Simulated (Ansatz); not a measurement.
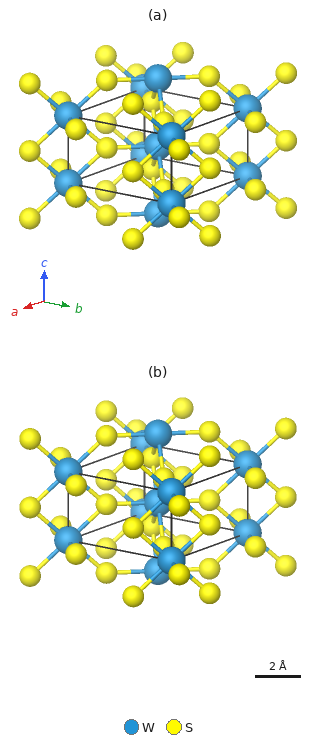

The structure of solid WS₂ (built on the MgH2-136 type type) before (top) and after (bottom) a relaxation, at one scale.

The picture is a ball-and-stick view of the cell of the calculation, seen from a free direction.

Level of theory: Ansatz, DFT, r2SCAN+rVV10, plane waves, PAW. (plane-wave cutoff 500 eV; k-point mesh 4 × 4 × 8; occupations fermi dirac; smearing width 0.03 eV; no spin polarisation; cell and atoms relaxed; force threshold 0.01 eV/Å; at most 120 steps)

### Describe what moved and what it gained.

The largest moves relative to the cell, 0.015 Å, are those of S atoms. W stays in place. Cell: a = b 5.823 → 5.821 Å (0.0 %), c 3.179 → 3.229 Å (+1.6 %). Volume +1.5 %. Among the contacts that change: W–W 3.179 → 3.229 Å, S–W 2.349 → 2.363 Å, S–W 2.378 → 2.384 Å. The space group stays P4_2/mnm (No. 136). After 4 accepted moves (5 points after the start) the energy has fallen by 19.7 meV per cell of the calculation. The largest force component goes from 0.076 to 0.00034 eV/Å. Pressure: 2.04 GPa at the start and 0.00 GPa at the end. The SCF was repeated once at an unchanged geometry on a basis and grid sized afresh for the cell, which shifted the energy by 0.5 meV per cell of the calculation at most. The run took 46 s on 2 threads of Arm Neoverse V2, with other jobs on the host, peak memory 0.71 GiB.
